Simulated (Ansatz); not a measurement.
Cr$_{16}$H: several calculations on one system

### Relaxation

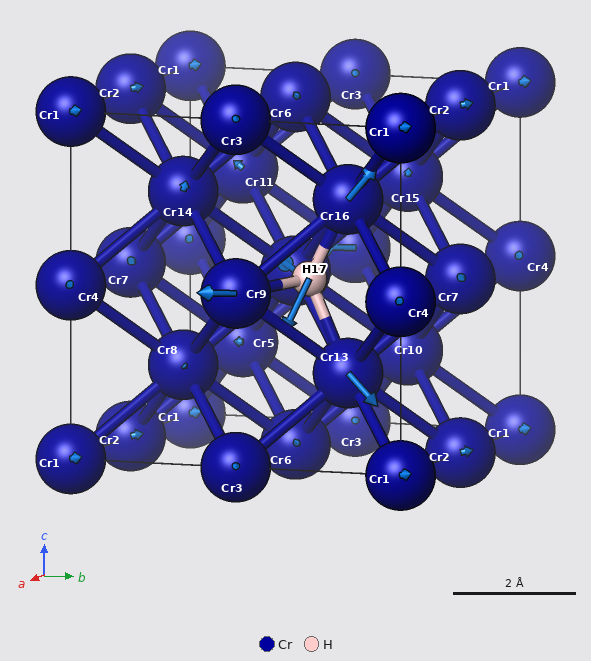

This is a relaxation of a defect cell of composition Cr16H. The starting structure is drawn; blue arrows show the displacements, 10 times their true length.

A ball-and-stick model of the cell of the calculation, seen slightly off an axis.

It is an interstitial H in bcc Cr. The run prepares the start of a later molecular dynamics calculation, from a guessed geometry.

Method: DFT PBE, scalar-relativistic, plane waves, PAW (Ansatz).

Input
```yaml
accuracy: low
crystal:
  lattice:
    - [5.76, 0.0, 0.0]
    - [0.0, 5.76, 0.0]
    - [0.0, 0.0, 5.76]
  atoms:
    - { symbol: Cr, position: [0.0, 0.0, 0.0], spin: 1.5 }
    - { symbol: Cr, position: [0.5, 0.0, 0.0], spin: 1.5 }
    - { symbol: Cr, position: [0.0, 0.5, 0.0], spin: 1.5 }
    - { symbol: Cr, position: [0.0, 0.0, 0.5], spin: 1.5 }
    - { symbol: Cr, position: [0.25, 0.25, 0.25], spin: 1.5 }
    - { symbol: Cr, position: [0.5, 0.5, 0.0], spin: 1.5 }
    - { symbol: Cr, position: [0.5, 0.0, 0.5], spin: 1.5 }
    - { symbol: Cr, position: [0.75, 0.25, 0.25], spin: 1.5 }
    - { symbol: Cr, position: [0.0, 0.5, 0.5], spin: 1.5 }
    - { symbol: Cr, position: [0.25, 0.75, 0.25], spin: 1.5 }
    - { symbol: Cr, position: [0.25, 0.25, 0.75], spin: 1.5 }
    - { symbol: Cr, position: [0.5, 0.5, 0.5], spin: 1.5 }
    - { symbol: Cr, position: [0.75, 0.75, 0.25], spin: 1.5 }
    - { symbol: Cr, position: [0.75, 0.25, 0.75], spin: 1.5 }
    - { symbol: Cr, position: [0.25, 0.75, 0.75], spin: 1.5 }
    - { symbol: Cr, position: [0.75, 0.75, 0.75], spin: 1.5 }
    - { symbol: H, position: [0.7472901, 0.631872, 0.516041] }
magnetization:
  spin_polarized: true
basis:
  ecutwfc: 420.0
kpoints:
  mp_grid: { grid: [2, 2, 2] }
hamiltonian:
  xc: pbe
scf:
  occupations: { method: fermi_dirac, width: 0.05 }
  lower_state_search: "off"
relax:
  f_tol: 0.08
  max_steps: 25
  adjacent_minimum: "off"
output:
  write_density: true
  write_potential: true
  elf: true
  volumetric_format: npy
```

Command:
```bash
ansatz run input.yaml --threads 2 --pin off --max-ram 5120MiB --backend cpu --events-out ev --progress --plain --runs-dir out
```

> What did the optimiser do to the structure, and how much energy did it gain?

The largest move is that of H17, 0.100 Å roughly along [0 −1 −2]. Largest moves by element: H 0.100 Å, Cr 0.080 Å. The lattice vectors keep their values. Among the contacts that change: Cr16–H17 1.510 → 1.686 Å, Cr12–Cr13 2.494 → 2.623 Å, Cr13–Cr16 2.880 → 2.764 Å, Cr12–H17 1.617 → 1.685 Å. Bond angles that change, for instance: Cr9–H17–Cr13 97.3° → 102.2°, Cr12–H17–Cr16 105.8° → 101.8°, Cr13–H17–Cr16 129.3° → 125.4°. Over 3 geometry steps the energy falls by 0.359 eV per cell of the calculation. The largest force component goes from 2.7 to 0.057 eV/Å. The program noted that the starting moments weren't kept. The run took 120 s on 2 threads of Arm Neoverse V2, with other jobs on the host, peak memory 0.82 GiB.

Limits of the set-up: the k-point mesh is coarse for a cell with partly filled bands; the program's low-accuracy preset was used; the periodic images lie only 5.8 Å apart, so the values are limited by the cell's size.

### Dynamics

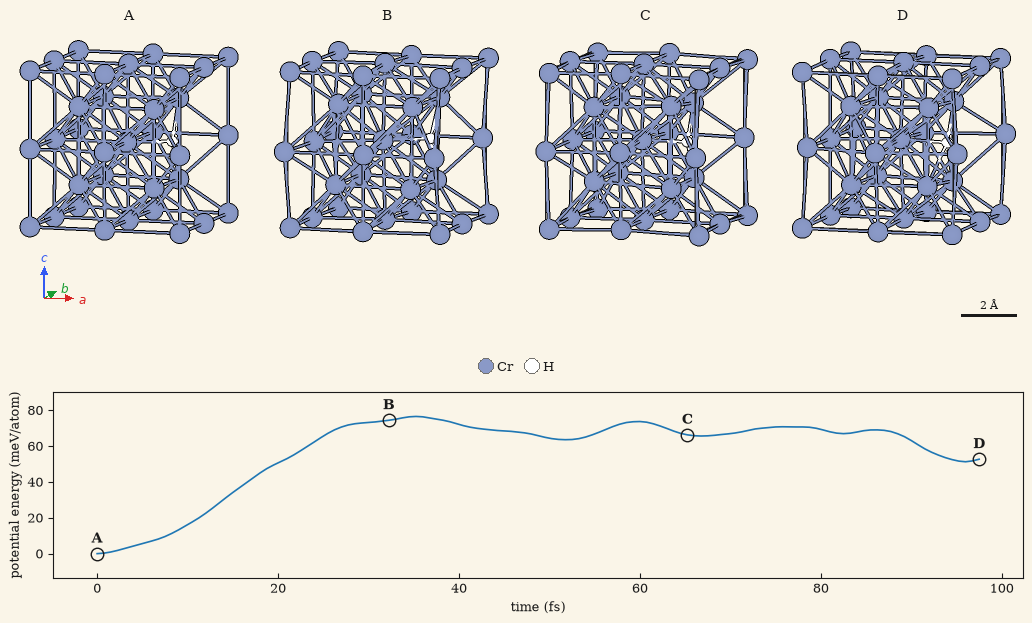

First-principles dynamics of Cr with an interstitial H (17 atoms in the cell), 98 fs long. Frames (A at 0 fs, B at 32 fs, C at 65 fs, D at 98 fs) and the history of the run. The picture is a ball-and-stick view of the simulation cell, seen slightly off an axis. Bonds to atoms that aren't drawn are left out.

These are results of DFT PBE, scalar-relativistic, plane waves, PAW in Ansatz 0.2.0, not measurements. Set-up: plane-wave cutoff 420 eV; k-point mesh 2 × 2 × 2; Fermi-Dirac smearing 0.05 eV; spin collinear; low-accuracy preset; Langevin thermostat (NVT); set temperature 600 K; time step 0.75 fs; friction 0.02 per fs.

What happens in this trajectory?

Answer. In the second half of the run the atoms are, in the root-mean-square, this far from where they began (common drift taken out): H 0.20 Å, Cr 0.11 Å. The run lasts only 98 fs, too short to tell vibration from diffusion. The mean temperature in the second half is 593 K (standard deviation 100 K). The potential energy in the second half lies on average 66.1 meV per atom above the first frame.

Limits of the set-up: the k-point mesh is coarse for a cell with partly filled bands; the program's low-accuracy preset was used; the periodic images lie only 5.8 Å apart, so the values are limited by the cell's size.

### Dynamics

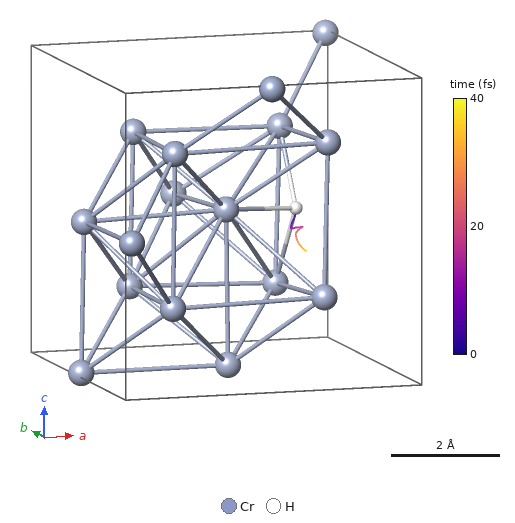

A Born-Oppenheimer molecular dynamics run of Cr with an interstitial H (17 atoms in the cell), 40 fs long. It starts from the last geometry of an earlier run, with fresh velocities. Lines trace each atom's path, coloured by time; spheres stand at the starting positions. Seen slightly off an axis in the simulation cell.

Computed with DFT PBE, scalar-relativistic, plane waves, PAW in Ansatz. Set-up: plane-wave cutoff 420 eV; k-point mesh 2 × 2 × 2; Fermi-Dirac smearing 0.05 eV; spin collinear; low-accuracy preset; Langevin thermostat (NVT); set temperature 840 K; time step 0.5 fs; friction 0.02 per fs.

The input:
```yaml
accuracy: low
crystal:
  lattice:
    - [5.76, 0.0, 0.0]
    - [0.0, 5.76, 0.0]
    - [0.0, 0.0, 5.76]
  atoms:
    - { symbol: Cr, position: [-0.00775981, -0.00231203, -0.00807333], spin: 1.5 }
    - { symbol: Cr, position: [0.49564155, 0.00304018, -0.01146589], spin: 1.5 }
    - { symbol: Cr, position: [0.01262123, 0.51000736, 0.00863791], spin: 1.5 }
    - { symbol: Cr, position: [0.02322476, 0.00604451, 0.50871199], spin: 1.5 }
    - { symbol: Cr, position: [0.23906451, 0.24945177, 0.24698775], spin: 1.5 }
    - { symbol: Cr, position: [0.50550934, 0.50215695, 0.01184714], spin: 1.5 }
    - { symbol: Cr, position: [0.47876171, -0.00301236, 0.49406757], spin: 1.5 }
    - { symbol: Cr, position: [0.74728017, 0.24008893, 0.26096451], spin: 1.5 }
    - { symbol: Cr, position: [0.01814608, 0.49764003, 0.50246109], spin: 1.5 }
    - { symbol: Cr, position: [0.24885411, 0.73923465, 0.24408132], spin: 1.5 }
    - { symbol: Cr, position: [0.24008901, 0.23069439, 0.75432579], spin: 1.5 }
    - { symbol: Cr, position: [0.4914326, 0.47866249, 0.52251554], spin: 1.5 }
    - { symbol: Cr, position: [0.74812774, 0.76277893, 0.22685828], spin: 1.5 }
    - { symbol: Cr, position: [0.75847805, 0.23794641, 0.76520197], spin: 1.5 }
    - { symbol: Cr, position: [0.26103281, 0.73873355, 0.74633971], spin: 1.5 }
    - { symbol: Cr, position: [0.75932879, 0.75166439, 0.73901148], spin: 1.5 }
    - { symbol: H, position: [0.76477016, 0.59772631, 0.4951513] }
magnetization:
  spin_polarized: true
basis:
  ecutwfc: 420.0
kpoints:
  mp_grid: { grid: [2, 2, 2] }
hamiltonian:
  xc: pbe
scf:
  occupations: { method: fermi_dirac, width: 0.05 }
  lower_state_search: "off"
md:
  timestep: 0.5
  n_steps: 80
  ensemble: nvt_langevin
  temperature: 840.0
  initial_velocities: maxwell_boltzmann
  seed: 557890
  friction: 0.02
```

Launched with:
```bash
ansatz run input.yaml --threads 2 --pin off --max-ram 5120MiB --backend cpu --events-out ev --progress --plain --runs-dir out
```

Q: Describe the motion.

A: Root-mean-square distances from the starting positions over the second half, with the common drift of all atoms taken out: H 0.76 Å, Cr 0.14 Å. The run lasts only 40 fs, too short to tell vibration from diffusion. Over the second half the temperature averages 610 K (spread ±56 K). The potential energy is still drifting at the end, so the run hasn't reached equilibrium. The potential energy in the second half lies on average 35.0 meV per atom above the first frame.

Limits of the set-up: the k-point mesh is coarse for a cell with partly filled bands; the program's low-accuracy preset was used; the periodic images lie only 5.8 Å apart, so the values are limited by the cell's size.
